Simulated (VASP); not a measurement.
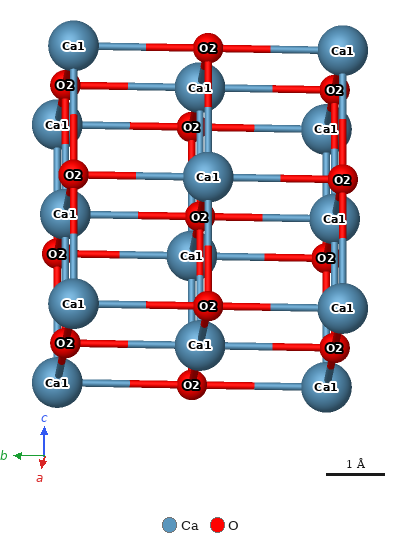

The structure as given in the input (ball-and-stick view of the cell 4 times as large as that of the calculation, set on its symmetry axes, seen at an oblique angle; atoms are numbered from 1 in the order of the input). An atom can appear more than once, as a periodic image. Near neighbours in the periodic cell (some may lie outside the picture): Ca has 6 O at 2.35 Å; O has 6 Ca at 2.35 Å.

**Band-structure calculation, with input and output: CaO**

- system: CaO (Fm-3m, 2 atoms in the cell)
- method: DFT, r2SCAN, plane waves, PAW (VASP 6.6.1)

The structure was built on a prototype by a generator. The geometry comes from this level: r2SCAN (a point of a series of strains). It belongs to a series of runs on one base structure; here: hydrostatic strain -2.0%.

### INCAR
```
ENCUT = 520.000000
SIGMA = 0.010000
EDIFF = 1.00e-07
ALGO = Normal
METAGGA = R2SCAN
PREC = Accurate
IBRION = -1
ISIF = 2
ISMEAR = 0
NBANDS = 15
NELM = 120
NSW = 0
LASPH = .TRUE.
LCHARG = .TRUE.
LELF = .TRUE.
LWAVE = .FALSE.
LREAL = .FALSE.
```

### KPOINTS
```
KPOINTS created by Atomic Simulation Environment
0
Gamma
10 10 10
0 0 0
```

### KPOINTS_OPT
```
special points
7
Reciprocal
0.0000000000 0.0000000000 0.0000000000 1
0.5000000000 0.0000000000 0.5000000000 1
0.6250000000 0.2500000000 0.6250000000 1
0.3750000000 0.3750000000 0.7500000000 1
0.5000000000 0.5000000000 0.5000000000 1
0.5000000000 0.2500000000 0.7500000000 1
0.0000000000 0.5000000000 0.5000000000 1
```

### POSCAR
```
Ca O
 1.0000000000000000
     0.0000000000000000    2.3495991112999999    2.3495991112999999
     2.3495991112999999    0.0000000000000000    2.3495991112999999
     2.3495991112999999    2.3495991112999999    0.0000000000000000
 Ca  O
   1   1
Cartesian
  0.0000000000000000  0.0000000000000000  0.0000000000000000
  2.3495991112999999  2.3495991112999999  2.3495991112999999
```

Run as:
```bash
mpirun -np 1 vasp_std
```

### OSZICAR
```
N       E                     dE             d eps       ncg     rms          rms(c)
DAV:   1     0.122576866755E+03    0.12258E+03   -0.85846E+03  1410   0.112E+03
DAV:   2    -0.197603438862E+02   -0.14234E+03   -0.13353E+03  1725   0.307E+02
DAV:   3    -0.251239942253E+02   -0.53637E+01   -0.53193E+01  1824   0.622E+01
DAV:   4    -0.252643628977E+02   -0.14037E+00   -0.14031E+00  1695   0.925E+00
DAV:   5    -0.252678938374E+02   -0.35309E-02   -0.35308E-02  1691   0.128E+00    0.772E+00
DAV:   6    -0.192841544873E+02    0.59837E+01   -0.34076E+00  1879   0.233E+01    0.256E+00
DAV:   7    -0.194010229015E+02   -0.11687E+00   -0.50714E-01  1466   0.524E+00    0.191E+00
DAV:   8    -0.194328770503E+02   -0.31854E-01   -0.16531E-01  1523   0.468E+00    0.131E+00
DAV:   9    -0.194005560948E+02    0.32321E-01   -0.79536E-02  1481   0.301E+00    0.141E-01
DAV:  10    -0.194000151311E+02    0.54096E-03   -0.40280E-03  1592   0.636E-01    0.756E-02
DAV:  11    -0.194001814324E+02   -0.16630E-03   -0.66967E-04  1634   0.236E-01    0.556E-02
DAV:  12    -0.194001052640E+02    0.76168E-04   -0.17107E-04  1732   0.120E-01    0.554E-03
DAV:  13    -0.194001069928E+02   -0.17289E-05   -0.10868E-05  1719   0.323E-02    0.568E-03
DAV:  14    -0.194001071164E+02   -0.12356E-06   -0.20721E-07  1740   0.392E-03    0.376E-03
DAV:  15    -0.194001067713E+02    0.34510E-06   -0.93130E-07  1515   0.817E-03    0.137E-03
DAV:  16    -0.194001067350E+02    0.36293E-07   -0.71051E-08   873   0.255E-03
   1 F= -.19400107E+02 E0= -.19400107E+02  d E =-.121340-147
       N       E                     dE             ncg
DAV:   1     0.776974179330E+03   -0.45763E+04      210
DAV:   2    -0.130997009579E+03   -0.90797E+03      252
DAV:   3    -0.163808057986E+03   -0.32811E+02      267
DAV:   4    -0.164721868335E+03   -0.91381E+00      278
DAV:   5    -0.164727257074E+03   -0.53887E-02      281
DAV:   6    -0.164727337239E+03   -0.80165E-04      255
DAV:   7    -0.164727338594E+03   -0.13552E-05      265
DAV:   8    -0.164727338628E+03   -0.33726E-07      169
```

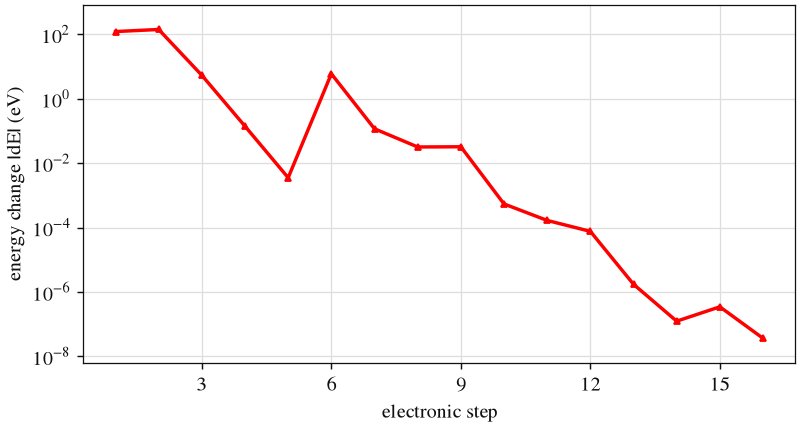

Convergence of the self-consistent field: energy change |dE| against the electronic step. It takes 16 electronic steps. The density is held fixed in the first few steps, and dE rises again when its update begins.

### Parts of OUTCAR
```
k-points           NKPTS =     47   k-points in BZ     NKDIM =     47   number of bands    NBANDS=     15

   NELECT =      16.0000    total number of electrons

   dimension x,y,z NGX =    28 NGY =   28 NGZ =   28
   dimension x,y,z NGXF=    56 NGYF=   56 NGZF=   56

  energy-cutoff  :      520.00
  volume of cell :       25.94
      direct lattice vectors                 reciprocal lattice vectors
     0.000000000  2.349599111  2.349599111    -0.212802260  0.212802260  0.212802260
     2.349599111  0.000000000  2.349599111     0.212802260 -0.212802260  0.212802260
     2.349599111  2.349599111  0.000000000     0.212802260  0.212802260 -0.212802260

 k-points in reciprocal lattice and weights: KPOINTS created by Atomic Simulation Env
   0.00000000  0.00000000  0.00000000       0.001
   0.10000000  0.00000000  0.00000000       0.008
   0.20000000  0.00000000  0.00000000       0.008
   0.30000000  0.00000000  0.00000000       0.008
   0.40000000  0.00000000  0.00000000       0.008
   0.50000000  0.00000000  0.00000000       0.004
   0.10000000  0.10000000  0.00000000       0.006
   0.20000000  0.10000000  0.00000000       0.024
   0.30000000  0.10000000  0.00000000       0.024
   0.40000000  0.10000000  0.00000000       0.024
   0.50000000  0.10000000  0.00000000       0.024
  -0.40000000  0.10000000  0.00000000       0.024
  -0.30000000  0.10000000  0.00000000       0.024
  -0.20000000  0.10000000  0.00000000       0.024
  -0.10000000  0.10000000  0.00000000       0.012
   0.20000000  0.20000000  0.00000000       0.006
   0.30000000  0.20000000  0.00000000       0.024
   0.40000000  0.20000000  0.00000000       0.024
   0.50000000  0.20000000  0.00000000       0.024
  -0.40000000  0.20000000  0.00000000       0.024
  -0.30000000  0.20000000  0.00000000       0.024
  -0.20000000  0.20000000  0.00000000       0.012
   0.30000000  0.30000000  0.00000000       0.006
   0.40000000  0.30000000  0.00000000       0.024
   0.50000000  0.30000000  0.00000000       0.024
  -0.40000000  0.30000000  0.00000000       0.024
  -0.30000000  0.30000000  0.00000000       0.012
   0.40000000  0.40000000  0.00000000       0.006
   0.50000000  0.40000000  0.00000000       0.024
  -0.40000000  0.40000000  0.00000000       0.012
   0.50000000  0.50000000  0.00000000       0.003
   0.30000000  0.20000000  0.10000000       0.024
   0.40000000  0.20000000  0.10000000       0.048
   0.50000000  0.20000000  0.10000000       0.048
  -0.40000000  0.20000000  0.10000000       0.024
   0.40000000  0.30000000  0.10000000       0.024
   0.50000000  0.30000000  0.10000000       0.048
  -0.40000000  0.30000000  0.10000000       0.048
  -0.30000000  0.30000000  0.10000000       0.048
  -0.20000000  0.30000000  0.10000000       0.024
   0.50000000  0.40000000  0.10000000       0.024
  -0.40000000  0.40000000  0.10000000       0.048
  -0.30000000  0.40000000  0.10000000       0.024
  -0.40000000  0.50000000  0.10000000       0.012
  -0.40000000  0.40000000  0.20000000       0.024
  -0.30000000  0.40000000  0.20000000       0.024
  -0.30000000  0.50000000  0.20000000       0.012

 E-fermi :   2.5919

 k-point     1 :       0.0000    0.0000    0.0000
  band No.  band energies     occupation
      1     -36.3688      2.00000
      2     -16.2054      2.00000
      3     -16.2054      2.00000
      4     -16.2054      2.00000
      5     -14.1950      2.00000
      6       2.4104      2.00000
      7       2.4104      2.00000
      8       2.4104      2.00000
      9       8.4338      0.00000
     10       9.4262      0.00000
     11       9.4262      0.00000
     12       9.4262      0.00000
     13      11.1432      0.00000
     14      11.1432      0.00000
     15      18.6307      0.00000

 k-point     2 :       0.1000    0.0000    0.0000
  band No.  band energies     occupation
      1     -36.3558      2.00000
      2     -16.4423      2.00000
      3     -16.2111      2.00000
      4     -16.2111      2.00000
      5     -13.9546      2.00000
      6       2.0506      2.00000
      7       2.2550      2.00000
      8       2.2550      2.00000
      9       8.8958      0.00000
     10       9.3933      0.00000
     11       9.6170      0.00000
     12       9.6170      0.00000
     13      11.4168      0.00000
     14      11.4168      0.00000
     15      19.0949      0.00000

 k-point     3 :       0.2000    0.0000    0.0000
  band No.  band energies     occupation
      1     -36.3216      2.00000
      2     -16.9148      2.00000
      3     -16.2261      2.00000
      4     -16.2261      2.00000
      5     -13.4727      2.00000
      6       1.2534      2.00000
      7       1.8822      2.00000
      8       1.8822      2.00000
      9       9.3901      0.00000
     10      10.0212      0.00000
     11      10.1453      0.00000
     12      10.1453      0.00000
     13      12.1258      0.00000
     14      12.1258      0.00000
     15      19.8652      0.00000

 k-point     4 :       0.3000    0.0000    0.0000
  band No.  band energies     occupation
      1     -36.2790      2.00000
      2     -17.3626      2.00000
      3     -16.2444      2.00000
      4     -16.2444      2.00000
      5     -13.0112      2.00000
      6       0.4343      2.00000
      7       1.4740      2.00000
      8       1.4740      2.00000
      9       9.6679      0.00000
     10      10.8758      0.00000
     11      10.8759      0.00000
     12      11.2130      0.00000
     13      13.0236      0.00000
     14      13.0236      0.00000
     15      19.6276      0.00000

 k-point     5 :       0.4000    0.0000    0.0000
  band No.  band energies     occupation
      1     -36.2441      2.00000
      2     -17.6680      2.00000
      3     -16.2591      2.00000
      4     -16.2591      2.00000
      5     -12.6927      2.00000
      6      -0.1493      2.00000
      7       1.1757      2.00000
      8       1.1757      2.00000
      9      10.1470      0.00000
     10      11.5524      0.00000
     11      11.5524      0.00000
     12      11.9935      0.00000
     13      13.8332      0.00000
     14      13.8332      0.00000
     15      18.8905      0.00000

 [... the levels of 41 k-points are left out ...]

 k-point    47 :      -0.3000    0.5000    0.2000
  band No.  band energies     occupation
      1     -36.1895      2.00000
      2     -16.8313      2.00000
      3     -16.7974      2.00000
      4     -16.6535      2.00000
      5     -13.4249      2.00000
      6       1.1071      2.00000
      7       1.2791      2.00000
      8       1.5109      2.00000
      9       8.6581      0.00000
     10      10.4701      0.00000
     11      11.9847      0.00000
     12      13.1222      0.00000
     13      13.5646      0.00000
     14      17.4873      0.00000
     15      18.2607      0.00000

  Total        1.5317901      1.5317901      1.5317901      0.0000000      0.0000000     -0.0000000
  in kB       94.6016100     94.6016100     94.6016100      0.0000000      0.0000000     -0.0000000
  external PRESSURE =      94.6016100 kB  Pullay stress =       0.0000000 kB

 POSITION                                       TOTAL-FORCE (eV/Angst)
 -----------------------------------------------------------------------------------
      0.00000      0.00000      0.00000        -0.000000     -0.000000     -0.000000
      2.34960      2.34960      2.34960         0.000000      0.000000      0.000000
 -----------------------------------------------------------------------------------
    total drift:                                0.000000      0.000000      0.000000

  FREE ENERGIE OF THE ION-ELECTRON SYSTEM (eV)
  ---------------------------------------------------
  free  energy   TOTEN  =       -19.4001067350 eV

  energy  without entropy=      -19.4001067350  energy(sigma->0) =      -19.40010674
```

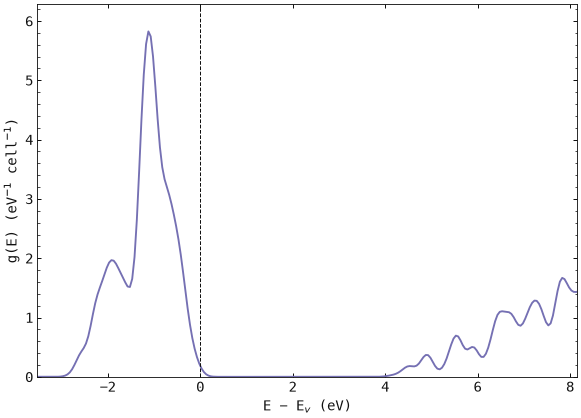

Density of states (the curve is built from the levels of the k mesh with Gaussians 0.3 eV wide, which also blur the band edges), with energies from the valence-band top. There is a gap of 4.16 eV on the k-point mesh. Small ripples come from the finite k-point mesh.

### Results in brief

```tsv
quantity	value
outcome	converged
space group (tolerance 0.01 Å)	Fm-3m (225)
electrons treated	16
free energy	−19.4001 eV
Fermi energy	2.592 eV
band gap	4.16 eV
pressure	9.46 GPa
largest force (length of the vector)	under 0.001 eV/Å
hardware	1 CPU thread, shared host
wall time	72 s
peak memory	0.19 GiB
```

### Notes

The cell is under a pressure of 9.5 GPa at this level, so it is not at its equilibrium volume.
